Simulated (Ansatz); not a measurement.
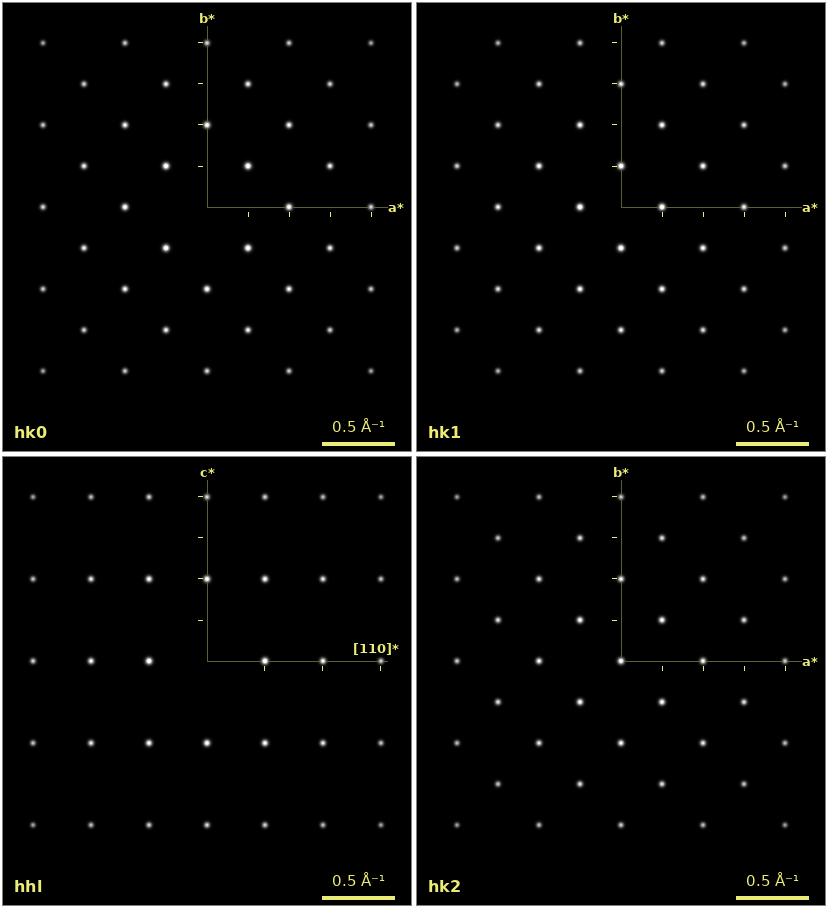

Simulated precession-type sections (X-rays; kinematic intensities, B = 0.5 Å²). The ticks mark integer indices of the conventional cell.

### What cell do the layers give?

a* = 0.287, b* = 0.287, c* = 0.287 Å⁻¹; the cell is cubic with a = 3.48 Å.

### List the systematic absences.

Reflections are present only under these conditions. hkl: h + k + l = 2n; hk0: h + k = 2n; hhl: l = 2n; h00: h = 2n. The lattice is body-centred (I).

### Which space groups fit?

The intensities have Laue symmetry m-3m (the hk0 layer shows 4mm, hk1 shows 4mm). With these conditions the candidates are I432 (No. 211), I-43m (No. 217), Im-3m (No. 229). Diffraction geometry alone does not choose among them; the structure has Im-3m. The compound is As. Structure: the input geometry of an electronic-structure calculation (not necessarily at equilibrium); the starting structure was generated, so it need not be a known form of this composition.
